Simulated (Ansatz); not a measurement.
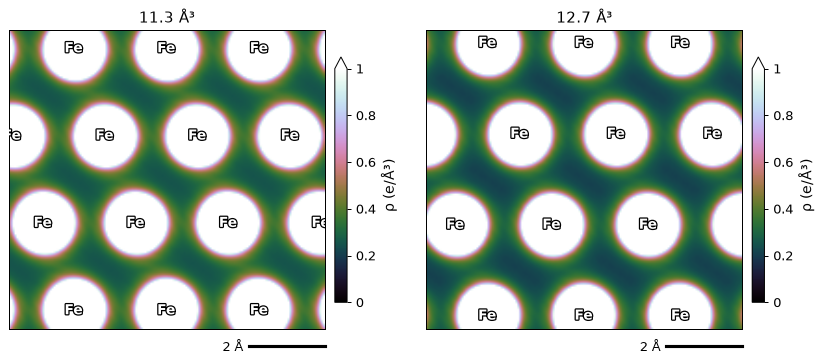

Fe. The valence electron density of cells scaled evenly to different volumes (given per atom above each panel), on the (001) plane of each (indices in the axes of the cell below), at one length scale and on one colour scale.

Spin-polarised.

The calculation used Kohn-Sham DFT of a periodic cell, PBEsol, Ansatz PAW (Ansatz).

The largest cell:

```
Fe
1.0
    -1.47130    1.47130    1.47130
     1.47130   -1.47130    1.47130
     1.47130    1.47130   -1.47130
Fe
1
Cartesian
  0.0000 0.0000 0.0000
```

| volume (Å³/atom) | Fe–Fe contact in the plane (Å) | ρ at its midpoint (e/Å³) | pressure (GPa) | largest moment (μB) | 
| --- | --- | --- | --- | --- |
| 11.30 | 2.448 | 0.373 | −9.3 | 2.16 | 
| 12.02 | 2.499 | ? | ? | ? | 
| 12.74 | 2.548 | 0.303 | −21.2 | 2.56 | 

> What values belong in the row with question marks?

Over the known rows ln ρ falls by 2.08 per Å of Fe–Fe distance (the line through the two), which gives 0.335 e/Å³ at 2.499 Å; the calculation gives 0.335 e/Å³. For the pressure, a straight line in volume between the neighbouring rows gives −15.2 GPa; the calculation gives −17.9, lower because pressure rises ever faster on compression. For the largest moment, a straight line in volume between the neighbouring rows gives 2.36 μB; the calculation gives 2.31.
